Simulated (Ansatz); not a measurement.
**PbO: 7 runs along one coordinate**

System: PbO (slab, 4 atoms in the cell).
Method: DFT PBE+D3(BJ), scalar-relativistic, plane waves, PAW, no spin polarisation (Ansatz 0.2.0).

The 7 runs differ only in the geometry, by a strain of the cell at fixed fractional positions. Against run 4, the strain is εxx = η and εyy = η. The structure derives from an entry of the Crystallography Open Database.

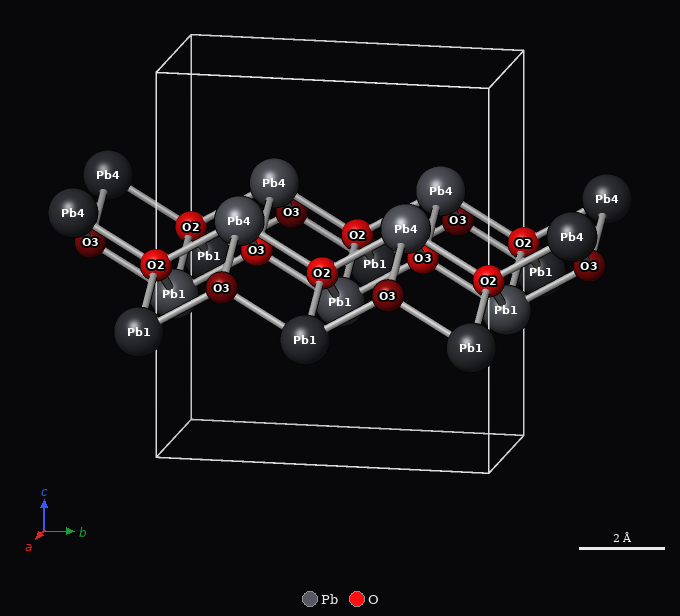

Figure 1. The structure of run 4 (ball-and-stick view of the 1 × 2 repeat of the cell, with the vacuum cut short, seen slightly off an axis; neighbours outside the cell are drawn fainter; atoms are numbered from 1 in the order of the input).

### Input of run 4
```yaml
crystal:
  lattice:
    - [4.012, 0.0, 0.0]
    - [0.0, 4.012, 0.0]
    - [0.0, 0.0, 30.7493267952]
  atoms:
    - { symbol: Pb, position: [0.5, 0.0, 0.4621129917] }
    - { symbol: O, position: [0.0, 0.0, 0.5] }
    - { symbol: O, position: [0.5, 0.5, 0.5] }
    - { symbol: Pb, position: [0.0, 0.5, 0.5378870083] }
  periodic: [true, true, false]
basis:
  ecutwfc: 420
kpoints:
  mp_grid: { grid: [6, 6, 1] }
hamiltonian:
  xc: pbe
  dispersion: d3bj
scf:
  occupations: { method: gaussian, width: 0.02 }
output:
  forces: true
  stress: true
  eigenvalues: true
```

Command:
```bash
ansatz run input.yaml --threads 1 --pin off --max-ram 3072MiB --backend cpu --events-out ev --progress --plain --runs-dir out
```

Run 3 differs from it as follows:
```diff
-    - [4.012, 0.0, 0.0]
-    - [0.0, 4.012, 0.0]
+    - [3.905, 0.0, 0.0]
+    - [0.0, 3.905, 0.0]
```

### Results, with one run withheld

```csv
run,strain parameter η (%),"free energy per atom, from the lowest run given (meV)",gap on the mesh (eV)
1,−8.0010,238.88,3.40
2,−5.3340,109.62,3.03
3,−2.6670,?,?
4,0.0000,0.00,2.47
5,2.6670,2.29,2.29
6,5.3340,33.53,2.15
7,8.0010,85.69,2.05
```

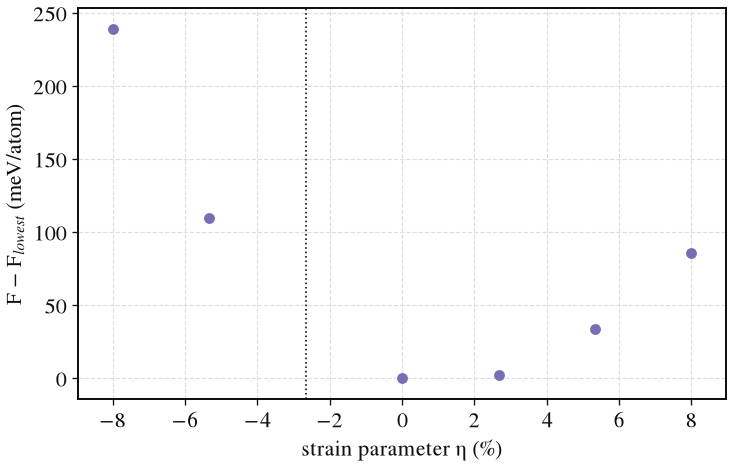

Figure 2. Free energy per atom of the runs given; the dotted line marks run 3.

Fit the runs given and predict run 3.

A cubic polynomial in the coordinate, fitted to the 6 runs given, misses them by at most 0.43 meV per atom. With x = η − 0.4445, it reads F = −2.2514 − 2.9869 x + 2.449 x² − 0.068212 x³ (meV per atom). At run 3 it gives 32.81 meV per atom, and the run itself gives 33.19. The fit has its minimum at η = 1.0707 %. The gap on the mesh goes, without turning, from 3.40 eV in run 1 to 2.05 eV in run 7; run 3 has 2.72 eV. These are gaps of this functional on this mesh, which can miss the band edges; they aren't the measured gap.

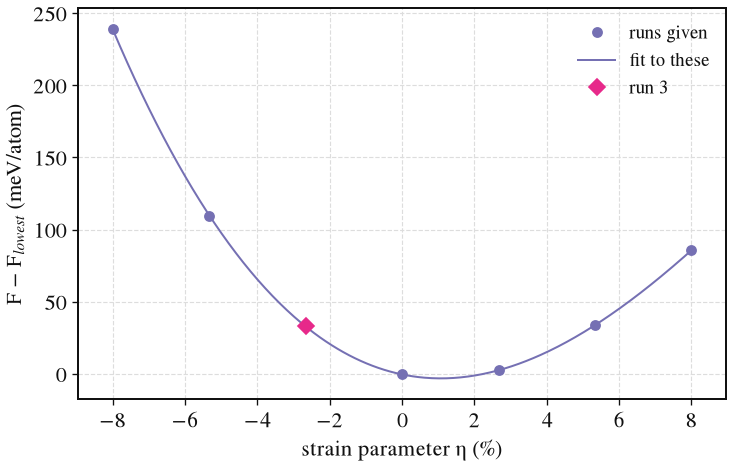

Figure 3. The fit and the withheld run.

### Output, shortened to warnings, some set-up lines, iterations and results (run 3)
```
Basis set: ecut = 420 eV, 9263 PW (Γ), exchange–correlation on 54×54×432 points (8 copies of the dense FFT grid, shifted against one another)
Symmetry: 16 space group operations
k-points: 10 of 36
Initial density: superposition of atomic densities (neutral atoms: chi_scale 0, normalization atom), corrected by the library's trained network
[...]
SCF iter   1: F=—  HF=-24947.470794 eV  |F-HF|=—  |Δ(HF+E_count)|=         —  Δρ=9.23e-4  dr2=2.69e-3  ethr=1.77e-3  ⟨swp⟩=12.1  Hψ=1749  notcnv=0
SCF iter   2: F=—  HF=-24947.473695 eV  |F-HF|=—  |Δ(HF+E_count)|=   2.90e-3  Δρ=4.57e-4  dr2=7.26e-4  ethr=6.71e-6  ⟨swp⟩=3.8  Hψ=773  notcnv=0
SCF iter   3: F=—  HF=-24947.475239 eV  |F-HF|=—  |Δ(HF+E_count)|=   1.54e-3  Δρ=4.52e-4  dr2=1.50e-3  ethr=1.82e-6  ⟨swp⟩=4.1  Hψ=591  notcnv=0
SCF iter   4: F=—  HF=-24947.474971 eV  |F-HF|=—  |Δ(HF+E_count)|=   2.69e-4  Δρ=6.13e-5  dr2=1.65e-5  ethr=1.82e-6  ⟨swp⟩=3.7  Hψ=544  notcnv=0
SCF iter   5: F=—  HF=-24947.475091 eV  |F-HF|=—  |Δ(HF+E_count)|=   1.21e-4  Δρ=1.56e-5  dr2=1.08e-6  ethr=4.14e-8  ⟨swp⟩=3.6  Hψ=641  notcnv=0
SCF iter   6: F=—  HF=-24947.475092 eV  |F-HF|=—  |Δ(HF+E_count)|=   1.11e-6  Δρ=7.58e-6  dr2=1.89e-7  ethr=2.71e-9  ⟨swp⟩=3.0  Hψ=464  notcnv=0
SCF iter   7: F=-24947.475093 eV  HF=-24947.475093 eV  |F-HF|=9.49e-9  |Δ(HF+E_count)|=   3.70e-7  Δρ=1.46e-6  dr2=1.73e-8  ethr=2.50e-10  ⟨swp⟩=12.5  Hψ=1476  notcnv=0
SCF 1 converged in 7 iterations: F = -24947.475093 eV  dr2 = 1.73e-8
SCF converged after 7 iterations
Free energy (F): -24947.475093 eV
Harris-Foulkes:  -24947.475093 eV  (|F-HF|=9.49e-9)
Internal energy: -24947.475093 eV  (E = F + TS)
E sigma→0 (E₀):  -24947.475093 eV
Fermi energy:    -3.381313 eV
--- Per-component energies (eV) ---
  E_band       = -615.851487
  E_kinetic    = 932.327672
  E_local      = -64087.710624  (includes V_loc(G=0)·N_el)
  E_nonlocal   = 798.811074
  E_hartree    = 31469.461426
  E_xc         = -589.359849
  E_vxc        = -453.576815  (∫ρ·V_xc dr)
  E_paw        = -21130.026170  (= ΣΔE_a)
  E_vpaw       = -744.647942  (= ΣTr[D̂ρ^β])
  E_aug_tail   = 0.004879  (compensation charges beyond the density's cutoff)
  E_ewald      = 27659.601031
  E_disp       = -0.584532  (pairwise vdW)
  E_smearing   = -0.000000  (= −TS)
  E_closure    = -0.000000  (closes the sum)
  Σ components = -24947.475093   (vs F -24947.475093, Δ=0.00e0)
--- Forces (eV/Å), atoms counted from 1 ---
  atom   1  Pb     0.00000000     0.00000000    -1.46269255
  atom   2  O      0.00000000     0.00000000    -0.00000000
  atom   3  O      0.00000000     0.00000000    -0.00000000
  atom   4  Pb     0.00000000     0.00000000     1.46269255
  max |Σ_I F_I| component: 0.00e0 eV/Å
--- 2D stress c σ (N/m, compression-positive) ---
        4.092072       0.000000       0.000000
        0.000000       4.092072       0.000000
        0.000000       0.000000       0.000000
  P = ½ c Tr σ = 4.0921 N/m
  ° read free of the cell's end (the report's vacuum.weakly_bound_levels)
```

Notes: Spin–orbit coupling is left out, which matters for Pb.
